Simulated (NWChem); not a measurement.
# One shape, several levels: doublet C3H6O+

Aim: a comparison of 4 runs (UTPSS/cc-pVDZ, U-r2SCAN/cc-pVDZ, UM06-L/cc-pVDZ, UPBE0/cc-pVDZ) of doublet C3H6O+. 

The calculation is run with NWChem 7.3.0.

## (1) The system as given

C3H6O+ has 10 atoms, charge +1, and is taken as a doublet. SMILES of the parent species: `CC(C)=O`. The shape is that of a PBE0-D4/def2-TZVP optimisation. That shape belongs to the parent species and isn't relaxed for this state.

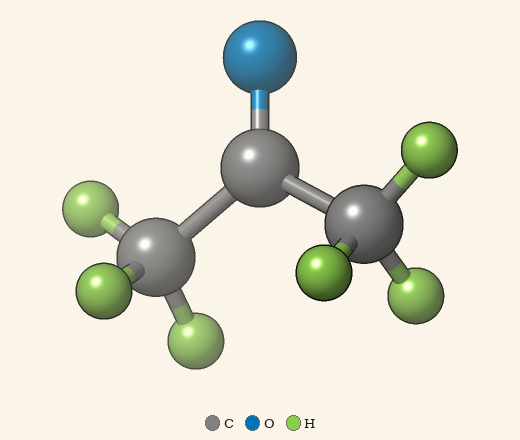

The structure, seen from a chosen angle (carbon grey, oxygen blue, hydrogen green).

## (2) The energy at UTPSS/cc-pVDZ (run 1)

c3h6o.nw reads:

```
echo
start c3h6o
title "C3H6O energy"
memory 2200 mb
charge 1

geometry noautosym nocenter noautoz
  C     -0.763500     0.843700    -0.605500
  C      0.498000     0.046700    -0.400600
  C      0.525100    -0.866200     0.797100
  O      1.435000     0.134800    -1.154100
  H     -1.637300     0.186500    -0.611300
  H     -0.898500     1.540800     0.227000
  H     -0.707800     1.399400    -1.539600
  H     -0.233900    -1.646100     0.683600
  H      1.506700    -1.325600     0.895800
  H      0.276100    -0.314000     1.707400
end

basis spherical bse
  * library cc-pVDZ
end

dft
  xc xtpss03 ctpss03
  mult 2
  grid xfine
  convergence energy 1e-08
  maxiter 100
  mulliken
  print low
end

task dft energy
```

The run is started by

```console
$ nwchem c3h6o.nw > c3h6o.out
```

Output:

```text
[...]
 d= 0,ls=0.0,diis     1   -192.7105835865 -3.13D+02  1.18D-02  2.61D-01    13.4
[...]
 d= 0,ls=0.0,diis    13   -192.8558279650 -9.43D-10  9.43D-08  5.83D-11   172.3
[...]
         Total DFT energy =     -192.855827965004
      One electron energy =     -489.465061181153
           Coulomb energy =      203.490673990679
    Exchange-Corr. energy =      -26.800163063926
 Nuclear repulsion energy =      119.918722289396
[...]
      Total Density - Mulliken Population Analysis
     ---------------------------------------------
    Atom       Charge   Shell Charges
 -----------   ------   -------------------------------------------------------
    1 C    6     5.99   2.01  0.68  0.37  2.12  0.77  0.04
    2 C    6     5.97   2.01  0.75  0.47  1.98  0.60  0.16
    3 C    6     5.99   2.01  0.68  0.37  2.12  0.77  0.04
    4 O    8     7.87   2.01  0.91  0.92  2.72  1.30  0.02
    5 H    1     0.86   0.73  0.10  0.03
    6 H    1     0.86   0.73  0.10  0.03
    7 H    1     0.87   0.74  0.10  0.03
    8 H    1     0.86   0.73  0.10  0.03
    9 H    1     0.87   0.74  0.10  0.03
   10 H    1     0.86   0.73  0.10  0.03
[...]
      <S2> =      0.7542 (Exact =     0.7500)
[...]
```

Run time: 2.9 min. Hardware: 1 thread of Intel Xeon Platinum 8259CL at 2.50GHz (Skylake/Cascade Lake), shared host; peak memory 0.14 GiB.

## (3) A single-point energy at U-r2SCAN/cc-pVDZ (run 2)

c3h6o.nw: that of step 2 with these lines changed.

```diff
@@ -1,8 +1,6 @@
-echo
 start c3h6o
-title "C3H6O energy"
-memory 2200 mb
+memory stack 880 mb heap 220 mb global 1100 mb
 charge 1
 
-geometry noautosym nocenter noautoz
+geometry units angstrom noautosym nocenter noautoz
   C     -0.763500     0.843700    -0.605500
@@ -20,3 +18,5 @@
 basis spherical bse
-  * library cc-pVDZ
+  C library cc-pVDZ
+  O library cc-pVDZ
+  H library cc-pVDZ
 end
@@ -24,3 +24,3 @@
 dft
-  xc xtpss03 ctpss03
+  xc r2scan
   mult 2
@@ -30,3 +30,2 @@
   mulliken
-  print low
 end
```

The run is started by

```console
$ nwchem c3h6o.nw > c3h6o.out
```

Output:

```text
[...]
          Wavefunction type:  spin polarized.
          No. of atoms     :    10
          No. of electrons :    31
[...]
          Charge           :     1
          Spin multiplicity:     2
[...]
          AO basis - number of functions:    86
[...]
              XC Information
              --------------
                      r^2SCAN Method XC Functional
               r^2SCAN metaGGA Exchange Functional  1.000
                     r^2SCAN Correlation Potential  1.000
[...]
 d= 0,ls=0.0,diis     1   -192.5698900502 -3.12D+02  1.06D-02  2.67D-01    13.0
[...]
 d= 0,ls=0.0,diis    13   -192.7098446862 -2.72D-09  2.15D-07  3.29D-10   167.3
[...]
         Total DFT energy =     -192.709844686241
      One electron energy =     -489.396977200994
           Coulomb energy =      203.402841867440
    Exchange-Corr. energy =      -26.634431642083
 Nuclear repulsion energy =      119.918722289396
[...]
      Total Density - Mulliken Population Analysis
     ---------------------------------------------
    Atom       Charge   Shell Charges
 -----------   ------   -------------------------------------------------------
    1 C    6     6.03   2.01  0.68  0.39  2.11  0.80  0.03
    2 C    6     5.96   2.01  0.74  0.50  1.95  0.59  0.17
    3 C    6     6.03   2.01  0.68  0.39  2.11  0.80  0.03
    4 O    8     7.87   2.01  0.90  0.91  2.71  1.31  0.02
    5 H    1     0.85   0.72  0.10  0.03
    6 H    1     0.84   0.71  0.10  0.03
    7 H    1     0.86   0.73  0.10  0.03
    8 H    1     0.84   0.71  0.10  0.03
    9 H    1     0.86   0.73  0.10  0.03
   10 H    1     0.85   0.72  0.10  0.03
[...]
      <S2> =      0.7572 (Exact =     0.7500)
[...]
```

Wall time 2.8 min (1 thread of Intel Xeon Platinum 8259CL at 2.50GHz (Skylake/Cascade Lake), shared host); peak memory 0.14 GiB.

Run 3 isn't shown in full; the table further down has it.

## (4) A single-point energy at UPBE0/cc-pVDZ (run 4)

c3h6o.xyz reads:

```xyz
10
C3H6O energy
C     -0.763500     0.843700    -0.605500
C      0.498000     0.046700    -0.400600
C      0.525100    -0.866200     0.797100
O      1.435000     0.134800    -1.154100
H     -1.637300     0.186500    -0.611300
H     -0.898500     1.540800     0.227000
H     -0.707800     1.399400    -1.539600
H     -0.233900    -1.646100     0.683600
H      1.506700    -1.325600     0.895800
H      0.276100    -0.314000     1.707400
```

c3h6o.nw reads:

```
start c3h6o
title "C3H6O energy"
memory total 2200 mb
charge 1

geometry noautosym nocenter noautoz
  load c3h6o.xyz
end

basis spherical bse
  * library cc-pVDZ
end

dft
  xc pbe0
  mult 2
  grid xfine
  convergence energy 1e-08
  maxiter 100
  mulliken
end

task dft energy
```

The run is started by

```console
$ nwchem c3h6o.nw > c3h6o.out
```

Output:

```text
[...]
          Wavefunction type:  spin polarized.
          No. of atoms     :    10
          No. of electrons :    31
[...]
          Charge           :     1
          Spin multiplicity:     2
[...]
          AO basis - number of functions:    86
[...]
              XC Information
              --------------
                         PBE0 Method XC Functional
                     Hartree-Fock (Exact) Exchange  0.250
          PerdewBurkeErnzerhof Exchange Functional  0.750
            Perdew 1991 LDA Correlation Functional  1.000 local
           PerdewBurkeErnz. Correlation Functional  1.000 non-local
[...]
 d= 0,ls=0.0,diis     1   -192.4489085417 -3.12D+02  9.01D-03  2.67D-01    10.1
[...]
 d= 0,ls=0.0,diis    13   -192.5925537323 -1.91D-09  2.29D-07  1.80D-10   124.4
[...]
         Total DFT energy =     -192.592553732339
      One electron energy =     -489.365156141700
           Coulomb energy =      203.370008096125
    Exchange-Corr. energy =      -26.516127976160
 Nuclear repulsion energy =      119.918722289396
[...]
      Total Density - Mulliken Population Analysis
     ---------------------------------------------
    Atom       Charge   Shell Charges
 -----------   ------   -------------------------------------------------------
    1 C    6     6.04   2.01  0.67  0.39  2.12  0.81  0.04
    2 C    6     5.96   2.01  0.74  0.49  1.96  0.60  0.17
    3 C    6     6.04   2.01  0.67  0.39  2.12  0.81  0.04
    4 O    8     7.86   2.01  0.90  0.91  2.70  1.31  0.02
    5 H    1     0.85   0.71  0.10  0.03
    6 H    1     0.84   0.71  0.10  0.03
    7 H    1     0.86   0.72  0.10  0.03
    8 H    1     0.84   0.71  0.10  0.03
    9 H    1     0.86   0.72  0.10  0.03
   10 H    1     0.85   0.71  0.10  0.03
[...]
      <S2> =      0.7568 (Exact =     0.7500)
[...]
```

It took 2.1 min on 1 thread of Intel Xeon Platinum 8259CL at 2.50GHz (Skylake/Cascade Lake), shared host; peak memory 0.14 GiB.

## (5) All runs side by side

```csv
run,level,energy (Eh),⟨S²⟩,wall time
1,UTPSS/cc-pVDZ,-192.855828,0.754,2.9 min
2,U-r2SCAN/cc-pVDZ,-192.709845,0.757,2.8 min
3,UM06-L/cc-pVDZ,-192.797034,0.756,2.9 min
4,UPBE0/cc-pVDZ,-192.592554,0.757,2.1 min
```

## (6) Summary of results

```
                                 quantity          value
                      run 4: total energy  -192.59255 Eh
run 4: HOMO energy (highest over α and β)      -16.54 eV
 run 4: LUMO energy (lowest over α and β)      -11.82 eV
                              run 4: ⟨S²⟩          0.757
```

In words: Totals of different functionals can't be ranked against each other. All runs together took 11 min, the longest 2.9 min.
